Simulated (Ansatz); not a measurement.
Run report: Mo, single-point calculation

System: Mo (slab, 8 atoms in the cell).
Method: DFT PBE, scalar-relativistic, plane waves, PAW, no spin polarisation (Ansatz 0.2.0).

The structure derives from an entry of the Crystallography Open Database. It belongs to a series of runs on one base structure; here: (1 0 0) slab cut from the bulk. Figures and captions count atoms from 1; the log counts them from 0 in places.

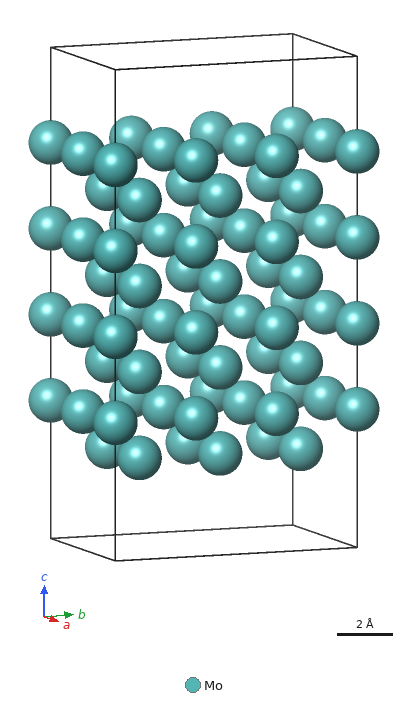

Fig. 1: The structure as given in the input (spheres-only view of the 2 × 3 repeat of the cell, with the vacuum cut short, seen slightly off an axis). An atom can appear more than once, as a periodic image.

### Summary

```json
{"quantity": "outcome", "value": "converged"}
{"quantity": "electrons treated", "value": "112"}
{"quantity": "free energy", "value": "−39643.8188 eV"}
{"quantity": "work function, top face", "value": "3.90 eV"}
{"quantity": "work function, bottom face", "value": "3.90 eV"}
{"quantity": "Fermi energy", "value": "8.139 eV"}
{"quantity": "gap on the k-point mesh", "value": "none (metallic)"}
{"quantity": "work function (upper face)", "value": "3.90 eV"}
{"quantity": "largest force (length of the vector)", "value": "1.614 eV/Å"}
{"quantity": "hardware", "value": "1 thread of Intel Xeon @ 2.70GHz, 189 GiB of memory available, shared host"}
{"quantity": "wall time", "value": "48 s"}
{"quantity": "peak memory", "value": "0.6 GiB"}
```

### Remarks

The program warns: the exchange-correlation potential is rough where the density is thin.

### The input
```yaml
crystal:
  lattice:
    - [3.1604388711, 0.0, 0.0]
    - [0.0, 3.1604388711, 0.0]
    - [0.0, 0.0, 26.0615360489]
  atoms:
    - { symbol: Mo, position: [0.5, 0.5, 0.2877804281] }
    - { symbol: Mo, position: [0.0, 0.0, 0.3484145915] }
    - { symbol: Mo, position: [0.5, 0.5, 0.4090487549] }
    - { symbol: Mo, position: [0.0, 0.0, 0.4696829183] }
    - { symbol: Mo, position: [0.5, 0.5, 0.5303170817] }
    - { symbol: Mo, position: [0.0, 0.0, 0.5909512451] }
    - { symbol: Mo, position: [0.5, 0.5, 0.6515854085] }
    - { symbol: Mo, position: [0.0, 0.0, 0.7122195719] }
basis:
  ecutwfc: 420
kpoints:
  mp_grid: { grid: [11, 11, 1] }
hamiltonian:
  xc: pbe
scf:
  occupations: { method: gaussian, width: 0.1 }
output:
  forces: true
  stress: true
  eigenvalues: true
  write_density: true
  write_potential: true
  elf: true
  volumetric_format: npy
efield:
  axis: 3
  dipole_correction: true
  ramp_width: 0.04
```

Launched with:
```bash
ansatz run input.yaml --threads 1 --pin off --max-ram 2560MiB --backend cpu --events-out ev --progress --plain --runs-dir out
```

### The program's output
```
Engine: ansatz 0.2.0, x86_64-unknown-linux-gnu
Pseudopotentials: kind: paw
Pseudopotential: Mo, paw, valence charge 14, recommended cutoff 420 eV (normal), Mo.paw.azcp
Functional definition: PBE
  parameter kappa = 0.804
  parameter beta = 0.06672455060314922
  exchange = pbe_x(kappa = kappa, mu = beta*pi^2/3)
  correlation = pbe_c(beta = beta)
Crystal: 8 atoms, lattice volume = 260.312 Å³
Basis set: ecut = 420 eV, 5127 PW (Γ), exchange–correlation on 48×48×360 points (8 copies of the dense FFT grid, shifted against one another)
Bands: 68, of which v1, the nominal top of the filled ones, is band 56 counted from 1 (55 counted from 0)
Symmetry: 8 space group operations
k-points: 21 of 121
Non-local potential: Mo, projectors of the file, l = 0: 3, l = 1: 2, l = 2: 2, l = 3: 1
PAW form: soft (Blöchl's): semilocal exchange-correlation on the pseudo side does not see the compensation charge
PAW one-centre angular grid: Mo, 590 points (default); XC on 64 Gauss nodes
Initial density: superposition of atomic densities (neutral atoms: chi_scale 0, normalization atom), corrected by the library's trained network
Initial wavefunctions: pseudopotential atomic-orbital guess
Functional: x = pbe(κ = 0.804, μ = 0.2195149727645171), c = pbe(β = 0.06672455060314922)
SCF iter   1: F=—  HF=-39643.868564 eV  |F-HF|=—  |Δ(HF+E_count)|=         —  Δρ=8.95e-3  dr2=1.78e0  ethr=1.77e-3  p=0.000 e·Å  D=1.10e-13 V/Å  ΔV_dip=-0.00 eV  dr2_dipole=7.00e-8  V_vac-E_F(+/−)=4.06/4.06 eV  ⟨swp⟩=8.0  Hψ=6444  notcnv=0
efield: sawtooth ramp at fractional position 0.9800 (placed from the atoms, in the widest stretch of the axis that holds none; the zero of the levels goes with the place), width 0.0400; the density the first Hamiltonian is built on has a dipole p = 0.000 e·Å; the dipole correction subtracts the counter field D = 1.10e-13 V/Å, which shifts the + side's vacuum level by -0.00 eV against the − side's; the planar-averaged density in the ramp window peaks in size at 1.7e-5 e/Å³
preconditioner: auto → LDOS  [metal: Δε(μ)=0.027 eV  Ē_g=3.790 eV  σ=0.100 eV  W_gap=0.15  n_scr=62 (ndim 8)  ℏωp=15.9 eV  f_vac=0.443  D(μ)=6.93/eV (n_scr^D=46)  β→1.0]
SCF iter   2: F=—  HF=-39643.819061 eV  |F-HF|=—  |Δ(HF+E_count)|=   4.95e-2  Δρ=2.68e-3  dr2=7.10e-2  ethr=1.59e-3  p=0.000 e·Å  D=1.26e-6 V/Å  ΔV_dip=-0.00 eV  dr2_dipole=8.38e-7  V_vac-E_F(+/−)=3.94/3.94 eV  ⟨swp⟩=1.7  Hψ=1710  notcnv=0  defer=12
SCF iter   3: F=—  HF=-39643.819043 eV  |F-HF|=—  |Δ(HF+E_count)|=   1.80e-5  Δρ=8.97e-4  dr2=7.60e-3  ethr=6.34e-5  p=-0.000 e·Å  D=-2.06e-6 V/Å  ΔV_dip=0.00 eV  dr2_dipole=2.42e-8  V_vac-E_F(+/−)=3.92/3.92 eV  ⟨swp⟩=2.0  Hψ=1705  notcnv=0  defer=39
SCF iter   4: F=—  HF=-39643.818780 eV  |F-HF|=—  |Δ(HF+E_count)|=   2.63e-4  Δρ=4.01e-4  dr2=1.28e-3  ethr=6.79e-6  p=-0.000 e·Å  D=-2.57e-7 V/Å  ΔV_dip=0.00 eV  dr2_dipole=6.07e-9  V_vac-E_F(+/−)=3.91/3.91 eV  ⟨swp⟩=2.0  Hψ=1818  notcnv=0  defer=39
SCF iter   5: F=—  HF=-39643.818722 eV  |F-HF|=—  |Δ(HF+E_count)|=   5.76e-5  Δρ=1.14e-4  dr2=5.14e-5  ethr=1.14e-6  p=0.000 e·Å  D=9.97e-8 V/Å  ΔV_dip=-0.00 eV  dr2_dipole=8.56e-13  V_vac-E_F(+/−)=3.91/3.91 eV  ⟨swp⟩=2.6  Hψ=1818  notcnv=0  defer=39
SCF iter   6: F=—  HF=-39643.818835 eV  |F-HF|=—  |Δ(HF+E_count)|=   1.13e-4  Δρ=4.18e-5  dr2=8.13e-6  ethr=4.59e-8  p=0.000 e·Å  D=6.65e-8 V/Å  ΔV_dip=-0.00 eV  dr2_dipole=4.95e-11  V_vac-E_F(+/−)=3.90/3.90 eV  ⟨swp⟩=3.1  Hψ=2250  notcnv=0  defer=14
SCF iter   7: F=—  HF=-39643.818839 eV  |F-HF|=—  |Δ(HF+E_count)|=   3.31e-6  Δρ=1.45e-5  dr2=1.11e-6  ethr=7.26e-9  p=0.000 e·Å  D=8.50e-8 V/Å  ΔV_dip=-0.00 eV  dr2_dipole=1.59e-11  V_vac-E_F(+/−)=3.90/3.90 eV  ⟨swp⟩=2.0  Hψ=1831  notcnv=0  defer=13
SCF iter   8: F=—  HF=-39643.818839 eV  |F-HF|=—  |Δ(HF+E_count)|=   5.39e-7  Δρ=5.02e-6  dr2=1.59e-7  ethr=9.88e-10  p=0.000 e·Å  D=6.86e-8 V/Å  ΔV_dip=-0.00 eV  dr2_dipole=1.43e-11  V_vac-E_F(+/−)=3.90/3.90 eV  ⟨swp⟩=2.0  Hψ=1833  notcnv=0  defer=13
SCF iter   9: F=-39643.818839 eV  HF=-39643.818839 eV  |F-HF|=4.75e-9  |Δ(HF+E_count)|=   4.61e-8  Δρ=1.39e-6  dr2=1.33e-8  ethr=8.93e-11  p=0.000 e·Å  D=3.64e-8 V/Å  ΔV_dip=-0.00 eV  dr2_dipole=1.09e-11  V_vac-E_F(+/−)=3.90/3.90 eV  ⟨swp⟩=18.4  Hψ=11814  notcnv=0
SCF 1 converged in 9 iterations: F = -39643.818839 eV  dr2 = 1.33e-8
  greatest PAW one-centre occupation: 0.998 electrons in one spin orbital (limit 2), on the Mo atom at site 7 (counted from 0), in its partial waves of l = 0
```

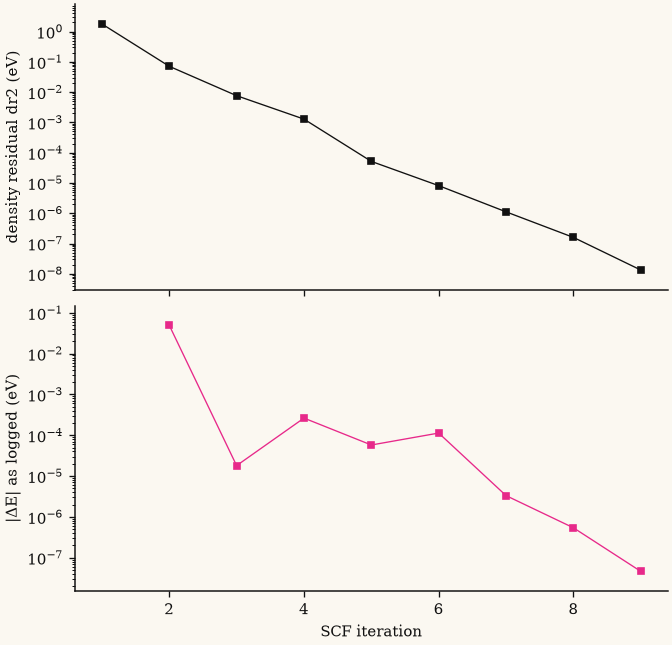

Fig. 2: Convergence of the self-consistent field: density residual dr2 and size of the energy change against the SCF iteration. The residual falls at every step.

```
WARN: The output density's exchange-correlation potential varies sharply where the density is thin. Do not read a vacuum level from v_tot or v_xc, or from such a field of the output density. On a cell that repeats whose density bears no net charge and no dipole along the vacuum's axis use v_es (v_loc + v_h of the components); under efield.dipole_correction with no amplitude use v_es + v_field, which holds any external_charges[].barrier, or the levels of the report's work_function block, which leave it out; under a non-zero efield.amplitude the vacuum is tilted and has no level; on a cell that repeats and bears such a dipole with no correction it is tilted too, and efield.dipole_correction with no amplitude gives each side of its ramp a level where efield: is served; in a cell that repeats whose density bears a net charge (total_charge, or a fill off its count) it is curved and has none; of a slab under crystal.periodic whose density bears no net charge use v_es, which has a level on each side, short of where the two are joined; of another it falls or rises all the way out and has none; of a slab beside external_charges read slab_vacuum_level instead, which it has where they leave it neutral. The grid or the basis barely resolves most such structure, and the values can differ between equally converged runs; as a rule a tighter scf.convergence.dr2_threshold does not remove it. Where the density itself ripples (under the LDA too) a higher basis.ecutwfc lessens it. The files hold the spikes' plane waves up to the density's cutoff. Files: v_tot_of_output_density and the like, and their columns of v_z.tsv (output.write_potential); v_xc_of_output_density and the like, and their columns of v_comp_z.tsv (output.write_potential_components). Measured: with its Gaussian average of σ = 0.25 Å subtracted twice, the exchange-correlation potential is over 0.1 eV at 2268 of the grid points where the equally averaged density (valence and model cores) is under 1e-3 e/Å³, and 0.634 eV at the most among them, at an averaged density of 1.9e-7 e/Å³. The input density's (outcome.potential() and, of a run that writes arrays, v_tot and v_xc) is over 0.1 eV, so measured, at 2 points of its own thin density, 0.110 eV at the most. See output.write_potential in the manual, Limitations
SCF converged after 9 iterations
Free energy (F): -39643.818839 eV
Harris-Foulkes:  -39643.818839 eV  (|F-HF|=4.75e-9)
Internal energy: -39643.775448 eV  (E = F + TS)
E sigma→0 (E₀):  -39643.797144 eV
Entropy (-TS):   -0.043391 eV (-5.424 meV/atom)
Fermi energy:    8.139138 eV
Dipole field:    D = 0.000004 V/Å  (p = 0.000006 e·Å, saw-weighted, corrected)
Work function:   Φ+ = 3.9017 eV   Φ− = 3.9018 eV
Levels:          The Fermi level and band energies are counted from a zero that moves with the ramp; work functions are not
--- Per-component energies (eV) ---
  E_band       = -1863.221012
  E_kinetic    = 3514.592494
  E_local      = -137926.424030  (includes V_loc(G=0)·N_el)
  E_nonlocal   = 1145.166594
  E_hartree    = 67188.579503
  E_xc         = -1460.522949
  E_vxc        = -1821.989328  (∫ρ·V_xc dr)
  E_paw        = -25610.223346  (= ΣΔE_a)
  E_vpaw       = -1151.755155  (= ΣTr[D̂ρ^β])
  E_aug_tail   = 0.000340  (compensation charges beyond the density's cutoff)
  E_efield     = 0.000000  (sawtooth field / dipole correction)
  E_vefield    = 0.000000  (∫n·V_field dr)
  E_ewald      = 53505.055947
  E_smearing   = -0.043391  (= −TS)
  E_closure    = -0.000000  (closes the sum)
  Σ components = -39643.818839   (vs F -39643.818839, Δ=0.00e0)
--- Forces (eV/Å), atoms counted from 1 ---
  atom   1  Mo    -0.00000000     0.00000000     1.61352514
  atom   2  Mo     0.00000000     0.00000000    -1.52543415
  atom   3  Mo    -0.00000000     0.00000000     0.03405553
  atom   4  Mo    -0.00000000     0.00000000    -0.20487578
  atom   5  Mo     0.00000000     0.00000000     0.20487802
  atom   6  Mo     0.00000000     0.00000000    -0.03405605
  atom   7  Mo     0.00000000     0.00000000     1.52543315
  atom   8  Mo     0.00000000     0.00000000    -1.61352911
  max |Σ_I F_I| component: 3.25e-6 eV/Å
--- Stress (GPa, compression-positive) ---
       -4.594583       0.000000      -0.000000
        0.000000      -4.594583       0.000000
       -0.000000       0.000000      -3.467220
  P = ⅓ Tr σ = -4.2188 GPa (-42.188 kbar)
--- Band table (eV; the first three rows and the last of 21) ---
  k-point 0: bands = ["-53.0684", "-53.0016", "-52.8885", "-52.7920", "-52.7336", "-52.6802", "-52.5038", "-52.5037", "-27.3103", "-27.2704", "-27.2634", "-27.2634", "-27.1479", "-27.1416", "-27.1416", "-27.0182", "-26.9548", "-26.9548", "-26.8763", "-26.7756", "-26.7756", "-26.6592", "-26.6152", "-26.6152", "-26.4641", "-26.4563", "-26.4563", "-26.3824", "-26.3020", "-26.3020", "-26.2934", "-26.2934", "1.3081", "2.1305", "3.0149", "3.1093", "3.2167", "3.5337", "3.8110", "4.1912", "4.3389", "4.6503", "4.8345", "5.3278", "6.4557", "6.8480", "6.8480", "6.9401", "6.9401", "7.0044", "7.2235", "7.2235", "7.4450", "7.6736", "7.6878", "7.6878", "8.0926", "8.1055", "8.1213", "8.3843", "8.3843", "8.7808", "8.9279", "9.3730", "9.3730", "9.5586", "9.8206", "10.0015"]
  k-point 1: bands = ["-53.0591", "-52.9945", "-52.8841", "-52.7901", "-52.7350", "-52.6857", "-52.5057", "-52.5056", "-27.3405", "-27.3381", "-27.2453", "-27.2451", "-27.2238", "-27.1269", "-27.0742", "-27.0701", "-26.9451", "-26.9355", "-26.8832", "-26.7718", "-26.7597", "-26.7061", "-26.6186", "-26.5559", "-26.5237", "-26.4674", "-26.4123", "-26.3870", "-26.3146", "-26.3114", "-26.3046", "-26.2997", "1.4809", "2.2743", "3.1369", "3.2333", "3.3037", "3.6367", "3.9279", "4.1859", "4.4208", "4.7614", "4.8201", "5.3987", "6.3124", "6.5900", "6.6055", "6.7725", "6.8119", "6.9795", "6.9796", "7.4884", "7.5131", "7.5966", "7.6180", "7.9090", "8.0315", "8.1421", "8.2802", "8.4084", "8.6209", "8.9606", "9.0107", "9.2453", "9.3118", "9.5803", "9.9067", "10.0898"]
  k-point 2: bands = ["-53.0323", "-52.9741", "-52.8723", "-52.7855", "-52.7397", "-52.7022", "-52.5109", "-52.5109", "-27.4338", "-27.4272", "-27.3073", "-27.2789", "-27.1920", "-27.0951", "-27.0865", "-27.0844", "-26.9177", "-26.9174", "-26.9137", "-26.7618", "-26.7411", "-26.7299", "-26.6300", "-26.5531", "-26.5102", "-26.5022", "-26.4083", "-26.4048", "-26.3378", "-26.3346", "-26.3183", "-26.3140", "1.9701", "2.6558", "3.4135", "3.4619", "3.6481", "3.8113", "4.0162", "4.3320", "4.5428", "4.6455", "5.2154", "5.9094", "6.0934", "6.1027", "6.4828", "6.5619", "6.6523", "6.6953", "6.7531", "7.3421", "7.4116", "7.4664", "7.4803", "8.2154", "8.2738", "8.2925", "8.5018", "8.6182", "8.9366", "9.1669", "9.1739", "9.2121", "9.2523", "9.2688", "9.6906", "10.0357"]
  k-point 20: bands = ["-52.8565", "-52.8551", "-52.8214", "-52.8184", "-52.7472", "-52.7472", "-52.5113", "-52.5113", "-27.6627", "-27.6488", "-27.5023", "-27.5012", "-27.2947", "-27.2610", "-27.1352", "-27.0237", "-27.0180", "-26.9463", "-26.9390", "-26.8920", "-26.8110", "-26.7847", "-26.7845", "-26.7177", "-26.6818", "-26.6791", "-26.5535", "-26.5382", "-26.3889", "-26.3868", "-26.3632", "-26.3514", "3.2733", "3.3041", "4.0541", "4.0598", "4.7733", "4.8792", "4.9374", "4.9769", "4.9852", "5.1880", "5.2138", "5.2570", "5.5883", "5.7147", "5.9571", "6.0031", "6.3422", "6.3665", "7.2107", "7.2512", "8.3018", "8.3653", "9.6480", "9.6615", "9.8745", "9.8819", "9.9091", "9.9442", "10.1643", "10.2048", "10.2959", "10.4749", "10.5204", "10.5223", "10.5264", "10.5736"]
```

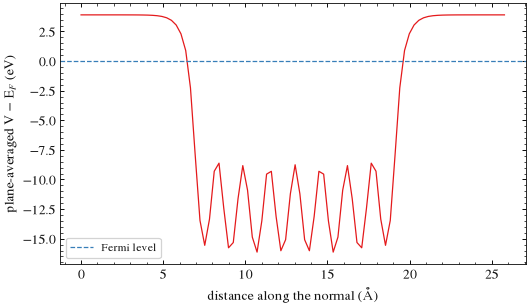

Fig. 3: Plane average of the electrostatic potential energy of an electron across the cell, from the Fermi level. The vacuum level lies 3.90 eV above the Fermi level.

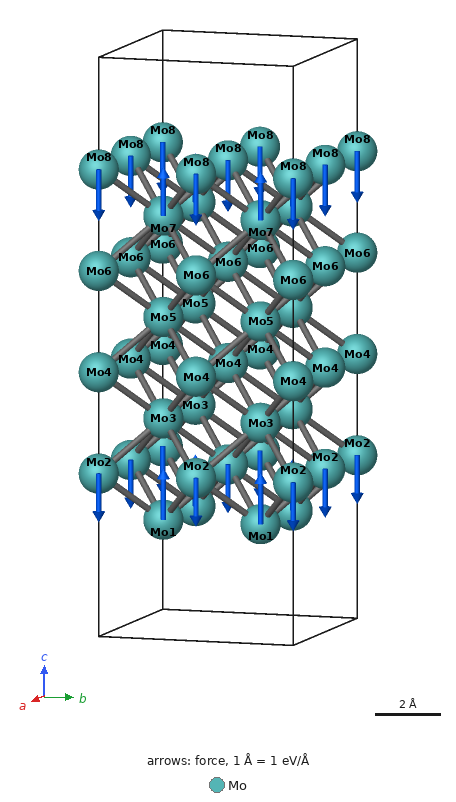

Fig. 4: Forces on the atoms as blue arrows (ball-and-stick view of the 2 × 2 repeat of the cell, with the vacuum cut short, seen slightly off an axis; atoms are numbered from 1 in the order of the input); the smallest are left out. The largest act on Mo1, Mo8 (1.61 eV/Å); Mo2, Mo7 (1.53 eV/Å). The geometry is not a stationary point of this energy.

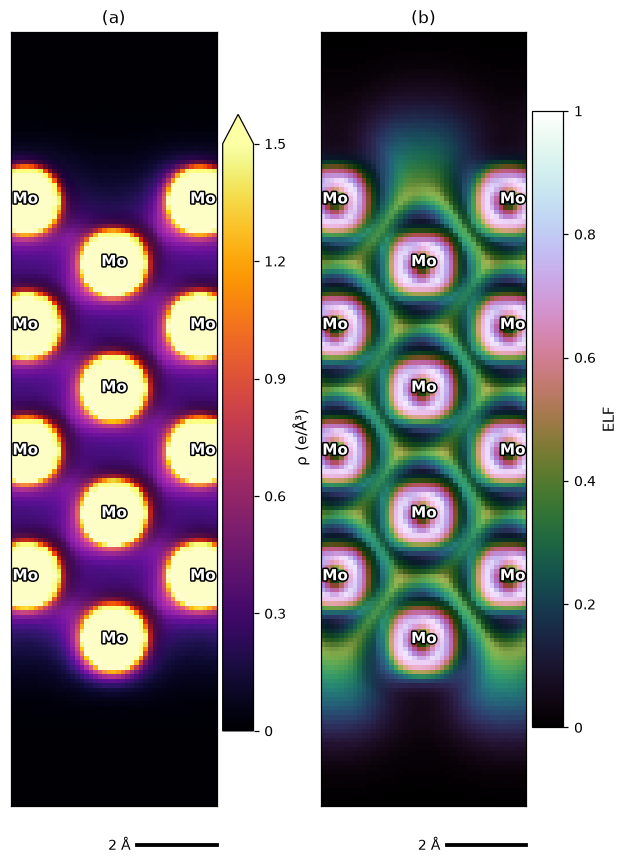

Fig. 5: (a) valence charge density (pseudo); (b) electron localisation function on the (110) plane of the calculation cell, a cut from vacuum to vacuum. The density dies away to nearly zero in the vacuum. The strong features right at Mo lie inside the PAW spheres (semicore, d or f shells) and say nothing about bonding. The fields are those of the smooth PAW valence density.

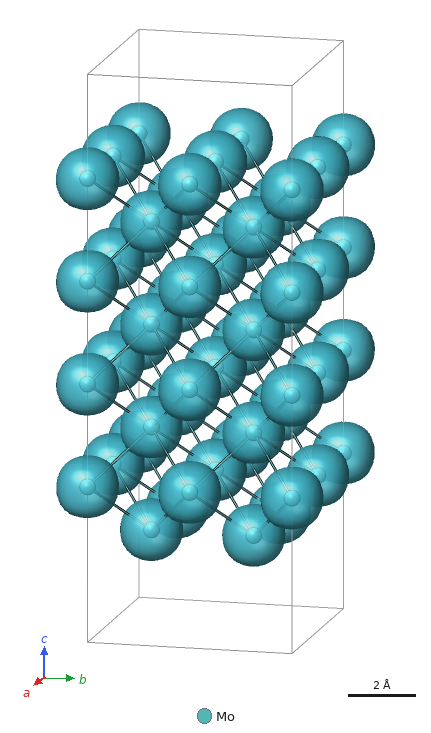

Fig. 6: Isosurface of the valence charge density (pseudo) at 0.8 e/Å³ (cyan), seen slightly off an axis. Sticks mark near contacts. At this value the density breaks into separate islands; it holds about 70 % of the electrons treated as valence (semicore included). It is pinched off along the Mo–Mo (2.74 Å) contacts. On the grid the lowest density along these lines, outside the cores, is 0.39 e/Å³ (Mo–Mo, 2.74 Å).
